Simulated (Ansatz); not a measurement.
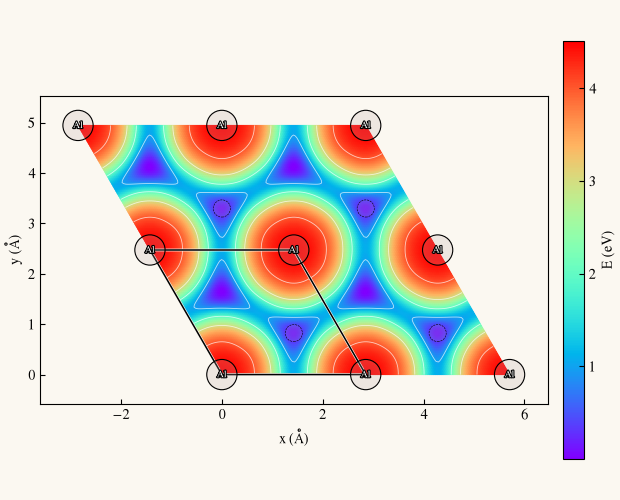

O on an Al(001) slab cut from the P6_3/mmc phase, its upper half relaxed before the scan (9 atoms of substrate and one adsorbate in a 1 × 1 cell). O is moved over the surface cell; relaxed at each place: the height of the adsorbate's atoms; substrate rigid; the origin of the map has the adsorbate above Al9. Places are given modulo a cell vector. The map is drawn in real space over the plane of the surface. Grid: 6 × 6 points; 10 points were computed and 26 follow by symmetry. Energies: eV, counted from the lowest grid point. With one adsorbate in each 1 × 1 cell, its nearest image is 2.9 Å away, so neighbouring adsorbates interact. Theory: DFT PBE, scalar-relativistic, plane waves, PAW in Ansatz 0.2.0. Settings: cutoff 420 eV, k-mesh 9×9×1, gaussian smearing 0.1 eV, no spin polarisation.

The picture shows a smooth colour map with a few white contour lines, labelled circles for the atoms of the top layer and small ones for the second layer, the outline of one cell of the 2 × 2 shown. Between grid points the surface is interpolated.

The lowest grid point is at a threefold hollow over a third-layer Al atom, (2/6, 4/6) of the cell vectors. A higher local minimum lies near a threefold hollow over a second-layer Al atom, (4/6, 2/6) of the cell vectors (0.16 eV above the lowest at that grid point). The highest grid point, the top site over a surface Al atom, (0/6, 0/6) of the cell vectors, lies 4.51 eV above the lowest. On the interpolated surface the easiest way out of the lowest well to the well at a threefold hollow over a second-layer Al atom, (4/6, 2/6) of the cell vectors passes a barrier of about 1.1 eV. At the lowest point the adsorbate has 3 Al at 1.80 Å as nearest neighbours, at the highest 1 Al at 1.68 Å. Its relaxed height above the top atom is 0.73 Å at the lowest and 1.68 Å at the highest point.

O is replaced by N; all else is set up alike.

What does this change do to the map?

The minimum (interpolated where it lies between grid points) moves from a threefold hollow over a third-layer Al atom, (2/6, 4/6) of the cell vectors to a threefold hollow over a second-layer Al atom, (4/6, 2/6) of the cell vectors. The span from the lowest to the highest grid point stays at about 4.4 eV. The easiest pass out of the lowest well goes from about 1.1 to about 2 eV on the interpolated surfaces. Higher wells of the new map: a threefold hollow over a third-layer Al atom, (2/6, 4/6) of the cell vectors, 0.25 eV up (that grid point lay 0.00 eV up before). In the new map: at the lowest point the adsorbate has 3 Al at 1.68 Å as nearest neighbours, at the highest 1 Al at 1.84 Å. Its relaxed height above the top atom is 0.35 Å at the lowest and 1.84 Å at the highest point.

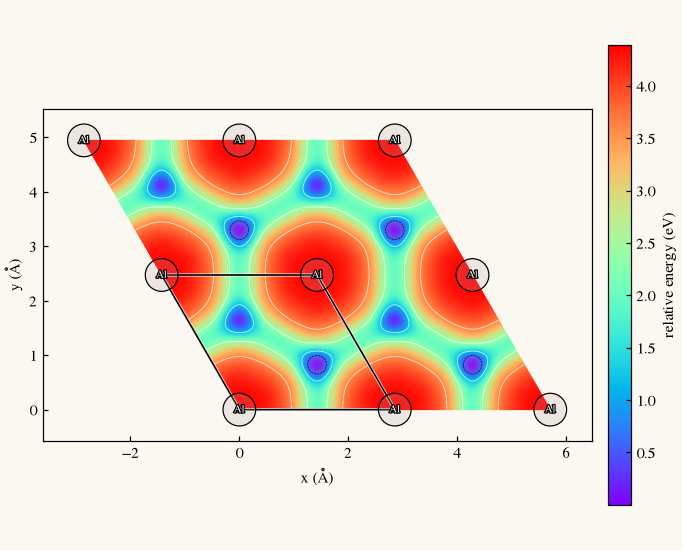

The map after the change, on a colour scale of its own. In the figure: a smooth colour map with a few white contour lines, labelled circles for the atoms of the top layer and small ones for the second layer, the outline of one cell of the 2 × 2 shown. Between grid points the surface is interpolated.

PAW datasets: the set soft_1.
